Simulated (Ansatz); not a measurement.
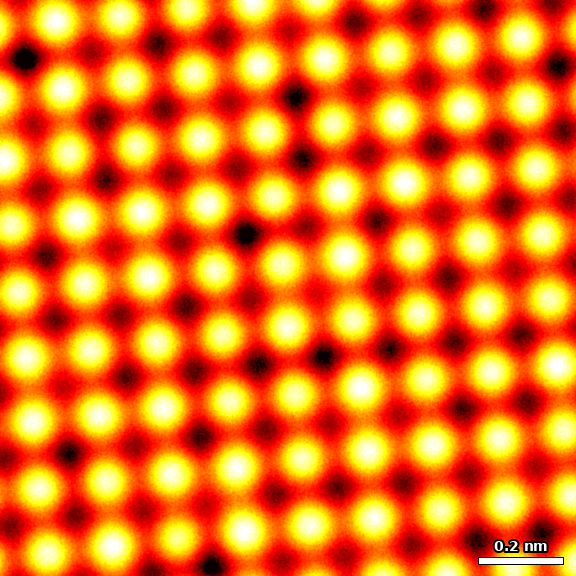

Z-contrast image of C (Fm-3m, No. 225). The image is simulated as a sum over atoms of Z^1.8, blurred by a 1.06 Å probe (no channelling). The display is stretched by a gamma of 0.65; percentages refer to the linear signal. Shot noise and the speckle of an amorphous layer were added. Model: the input geometry of a calculation; the starting structure was generated, so it need not be a known form of this composition.

```cif
data_structure
_symmetry_space_group_name_H-M 'Fm-3m'
_symmetry_Int_Tables_number 225
_cell_length_a 3.2040
_cell_length_b 3.2040
_cell_length_c 3.2040
_cell_angle_alpha 90.000
_cell_angle_beta 90.000
_cell_angle_gamma 90.000
_cell_volume 32.89
loop_
_atom_site_label
_atom_site_type_symbol
_atom_site_symmetry_multiplicity
_atom_site_Wyckoff_symbol
_atom_site_fract_x
_atom_site_fract_y
_atom_site_fract_z
_atom_site_occupancy
C1 C 4 a 0.00000 0.00000 0.00000 1
```

**Which beam direction gives this image, [221], [001], [211] or [110]? (Directions equivalent by symmetry count as one.)**

[001]. The projected cells are 0.76 × 1.19 Å, 108° for [221]; 1.60 × 1.60 Å, 90° for [001]; 1.13 × 1.85 Å, 90° for [211]; 1.96 × 1.96 Å, 109° for [110], and the image repeats as the [001] one does.
